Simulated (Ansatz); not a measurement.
# Run report: SnSe, geometry relaxation (part 2 of 2)

The same run, continued: SnSe (8 atoms in the cell); DFT PBE+D3(BJ), scalar-relativistic, plane waves, PAW, no spin polarisation (Ansatz 0.2.0); cutoff 420 eV, 4×8×8 k-mesh, Gaussian smearing of 0.02 eV. The structure derives from an entry of the Crystallography Open Database.

Geometry of the input (Å; fractional positions):
```
11.4881  0.0000  0.0000
0.0000  4.1704  0.0000
0.0000  0.0000  4.3857
Sn 0.1180  0.2500  0.0951
Sn 0.3820  0.7500  0.5951
Sn 0.6180  0.2500  0.4049
Sn 0.8820  0.7500  0.9049
Se 0.3571  0.2500  0.0222
Se 0.1429  0.7500  0.5222
Se 0.8571  0.2500  0.4778
Se 0.6429  0.7500  0.9778
```

## Output, continued
```
--- Stress (GPa, compression-positive) ---
        0.024234      -0.000000      -0.000000
       -0.000000      -0.004125       0.000000
       -0.000000       0.000000      -0.020482
  P = ⅓ Tr σ = -0.0001 GPa (-0.001 kbar)
--- Band table (eV; the first three rows and the last of 75) ---
  k-point 0: bands = ["-38.1237", "-38.1236", "-38.1236", "-38.1235", "-38.1221", "-38.1221", "-38.1220", "-38.1219", "-38.1065", "-38.1064", "-38.1064", "-38.1063", "-38.1040", "-38.1039", "-38.1039", "-38.1037", "-38.0989", "-38.0989", "-38.0987", "-38.0986", "-12.1123", "-12.0993", "-12.0978", "-12.0941", "-12.0922", "-12.0888", "-12.0876", "-12.0846", "-12.0806", "-12.0796", "-12.0779", "-12.0775", "-12.0655", "-12.0609", "-12.0481", "-12.0409", "-12.0387", "-12.0328", "-12.0245", "-12.0160", "-4.5595", "-4.1892", "-3.5433", "-3.0177", "2.0833", "3.2638", "3.6295", "4.2516", "4.4323", "5.8520", "5.8607", "5.9893", "6.3950", "6.4241", "6.9244", "7.4005", "7.6608", "7.9783", "8.5543", "8.6983", "9.8399", "12.2399", "12.4192", "12.4318", "12.6265", "12.7527", "13.5652", "13.8084", "13.9010", "14.0547", "14.6055", "15.1296"]
  k-point 1: bands = ["-38.1237", "-38.1236", "-38.1236", "-38.1235", "-38.1221", "-38.1221", "-38.1220", "-38.1219", "-38.1065", "-38.1064", "-38.1064", "-38.1063", "-38.1040", "-38.1039", "-38.1039", "-38.1037", "-38.0989", "-38.0988", "-38.0987", "-38.0986", "-12.1114", "-12.0983", "-12.0979", "-12.0935", "-12.0931", "-12.0904", "-12.0867", "-12.0850", "-12.0804", "-12.0795", "-12.0781", "-12.0754", "-12.0647", "-12.0611", "-12.0482", "-12.0405", "-12.0393", "-12.0333", "-12.0242", "-12.0163", "-4.4899", "-4.1261", "-3.5249", "-3.0265", "1.8259", "3.0821", "3.2973", "3.9738", "4.3636", "5.9120", "5.9680", "6.3711", "6.4925", "6.8911", "7.0032", "7.4743", "7.7085", "8.3014", "8.3951", "8.7349", "9.8599", "11.6603", "12.2673", "12.4788", "12.4877", "12.6589", "13.3599", "13.6106", "13.6775", "13.7929", "14.5377", "14.6917"]
  k-point 2: bands = ["-38.1237", "-38.1236", "-38.1236", "-38.1236", "-38.1221", "-38.1221", "-38.1220", "-38.1219", "-38.1065", "-38.1064", "-38.1064", "-38.1063", "-38.1040", "-38.1039", "-38.1038", "-38.1037", "-38.0989", "-38.0988", "-38.0987", "-38.0987", "-12.1090", "-12.0984", "-12.0960", "-12.0953", "-12.0934", "-12.0921", "-12.0861", "-12.0856", "-12.0821", "-12.0787", "-12.0760", "-12.0708", "-12.0636", "-12.0614", "-12.0480", "-12.0408", "-12.0395", "-12.0343", "-12.0232", "-12.0172", "-4.2939", "-3.9481", "-3.5005", "-3.0723", "1.3474", "2.4451", "2.7108", "3.4872", "4.5080", "6.1999", "6.2751", "6.7684", "6.9735", "7.1964", "7.3160", "7.8023", "8.0835", "8.1831", "8.6621", "8.9381", "10.1604", "10.6634", "11.3737", "11.5178", "12.2550", "12.3668", "12.7246", "12.7911", "13.6770", "13.8865", "14.0100", "14.4598"]
  k-point 74: bands = ["-38.1237", "-38.1237", "-38.1237", "-38.1237", "-38.1219", "-38.1219", "-38.1219", "-38.1219", "-38.1064", "-38.1064", "-38.1064", "-38.1064", "-38.1039", "-38.1039", "-38.1039", "-38.1039", "-38.0987", "-38.0987", "-38.0987", "-38.0987", "-12.1130", "-12.1130", "-12.1130", "-12.1130", "-12.0846", "-12.0846", "-12.0846", "-12.0846", "-12.0721", "-12.0721", "-12.0721", "-12.0721", "-12.0491", "-12.0491", "-12.0491", "-12.0491", "-12.0281", "-12.0281", "-12.0281", "-12.0281", "-3.2014", "-3.2014", "-3.2014", "-3.2014", "2.5747", "2.5747", "2.5747", "2.5747", "4.5464", "4.5464", "4.5464", "4.5464", "5.4223", "5.4223", "5.4223", "5.4223", "7.6748", "7.6748", "7.6748", "7.6748", "11.6852", "11.6852", "11.6852", "11.6852", "14.1469", "14.1469", "14.1469", "14.1469", "15.8299", "15.8299", "15.8299", "15.8299"]
--- Relaxed structure (2 steps of the walk, 2 accepted, 1 SCFs on fresh bases) ---
  F+E_penalty+E_count = -45979.51723526 eV   max|allowed force component| = 4.857e-3 eV/Å   (the final SCF, on the basis selected at the relaxed cell)
  cell:  # Å, volume = 209.8845 Å³
    - [11.481616872022755, -7.4432828980130675e-34, 1.1164924347019603e-33]
    - [-2.702061579595685e-34, 4.167510622942109, -1.2611618266896889e-19]
    - [4.2622894100782495e-34, -1.3262556607114133e-19, 4.386323155395037]
  atoms:
    - { symbol: Sn, position: [0.1176252655133578, 0.25, 0.09534160922661629] }
    - { symbol: Sn, position: [0.3823747344866422, 0.75, 0.5953416092266163] }
    - { symbol: Sn, position: [0.6176252655133578, 0.25, 0.4046583907733838] }
    - { symbol: Sn, position: [0.8823747344866423, 0.75, 0.9046583907733838] }
    - { symbol: Se, position: [0.35698250089291467, 0.25, 0.02303340173915727] }
    - { symbol: Se, position: [0.14301749910708547, 0.75, 0.5230334017391572] }
    - { symbol: Se, position: [0.8569825008929146, 0.25, 0.4769665982608428] }
    - { symbol: Se, position: [0.6430174991070855, 0.75, 0.9769665982608429] }
```

## Trajectory as extended XYZ (Å, eV, eV/Å), 3 frames, from step=1 to step=3
```
8
Lattice="11.4881 0.0000 0.0000 0.0000 4.1704 0.0000 0.0000 0.0000 4.3857" Properties=species:S:1:pos:R:3:forces:R:3 step=1 energy=-45979.51720 pressure_GPa=-0.00
Sn    1.3553    1.0426    0.4169   -0.0071   0.0000  -0.0047
Sn    4.3887    3.1278    2.6098    0.0071   0.0000  -0.0047
Sn    7.0994    1.0426    1.7759   -0.0071   0.0000   0.0047
Sn   10.1328    3.1278    3.9687    0.0071   0.0000   0.0047
Se    4.1025    1.0426    0.0976    0.0000   0.0000   0.0061
Se    1.6416    3.1278    2.2904    0.0000   0.0000   0.0061
Se    9.8465    1.0426    2.0953    0.0000   0.0000  -0.0061
Se    7.3856    3.1278    4.2881    0.0000   0.0000  -0.0061
8
Lattice="11.4816 0.0000 0.0000 0.0000 4.1675 0.0000 0.0000 0.0000 4.3863" Properties=species:S:1:pos:R:3:forces:R:3 step=2 energy=-45979.51727 pressure_GPa=-0.00
Sn    1.3505    1.0419    0.4182    0.0035   0.0000   0.0041
Sn    4.3903    3.1256    2.6114   -0.0035   0.0000   0.0041
Sn    7.0913    1.0419    1.7750    0.0035   0.0000  -0.0041
Sn   10.1311    3.1256    3.9681   -0.0035   0.0000  -0.0041
Se    4.0987    1.0419    0.1010    0.0019   0.0000  -0.0049
Se    1.6421    3.1256    2.2942   -0.0019   0.0000  -0.0049
Se    9.8395    1.0419    2.0921    0.0019   0.0000   0.0049
Se    7.3829    3.1256    4.2853   -0.0019   0.0000   0.0049
8
Lattice="11.4816 0.0000 0.0000 0.0000 4.1675 0.0000 0.0000 0.0000 4.3863" Properties=species:S:1:pos:R:3:forces:R:3 step=3 energy=-45979.51723 pressure_GPa=-0.00
Sn    1.3505    1.0419    0.4182    0.0035   0.0000   0.0041
Sn    4.3903    3.1256    2.6114   -0.0035   0.0000   0.0041
Sn    7.0913    1.0419    1.7750    0.0035   0.0000  -0.0041
Sn   10.1311    3.1256    3.9681   -0.0035   0.0000  -0.0041
Se    4.0987    1.0419    0.1010    0.0019   0.0000  -0.0049
Se    1.6421    3.1256    2.2942   -0.0019   0.0000  -0.0049
Se    9.8395    1.0419    2.0921    0.0019   0.0000   0.0049
Se    7.3829    3.1256    4.2853   -0.0019   0.0000   0.0049
```

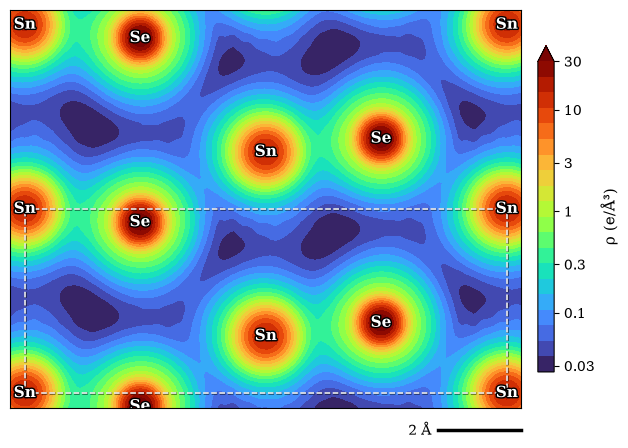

**Figure 1.** Valence charge density (pseudo) on the (010) plane of the conventional cell. Atoms in the plane: Sn and Se. Sn–Se (2.77 Å): the density is about 0.35 e/Å³ at the midpoint. Away from the nuclei the density in this plane falls to 0.03 e/Å³ at its lowest. Core electrons are frozen (PAW), so the fields are smoothed inside the atomic spheres.

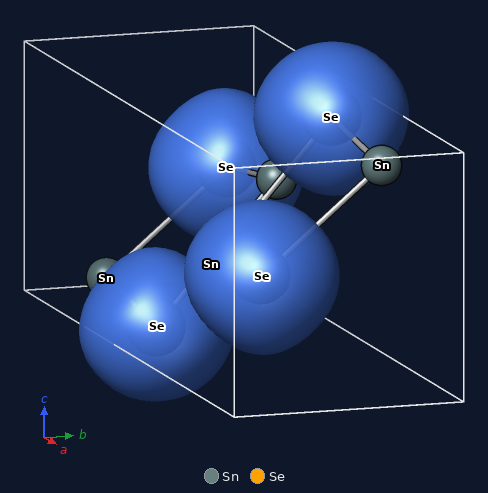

**Figure 2.** Isosurface of the ELF at 0.6 (blue), seen slightly off an axis. Only the valence region is drawn (cores and ρ < 0.01 e/Å³ removed). Sticks mark near contacts. The outline is the cell set on symmetry axes. Along the contacts the grid gives the following. Sn–Se (2.77 Å): the ELF is about 0.55 at the midpoint. Sn–Se (2.82 Å): the ELF peaks at about 0.80 in the valence shell of Se, 0.8 Å from its nucleus, and drops to about 0.25 between the two atoms.

## Results in brief

| quantity | value |
| --- | --- |
| outcome | converged |
| space group (tolerance 0.01 Å) | Pnma (62) |
| electrons treated | 120 |
| free energy | −45979.5172 eV |
| Fermi energy | 9.557 eV |
| gap on the k-point mesh | 0.57 eV |
| pressure | 0.00 GPa |
| final volume | 209.88 Å³ |
| largest force (length of the vector) at the end | 0.005 eV/Å |
| final cell | a = 11.482 Å, b = 4.168 Å, c = 4.386 Å, α = 90.00°, β = 90.00°, γ = 90.00° |
| wall time | 3 min (CPU time 5.8 min) |
| peak memory | 1.1 GiB |
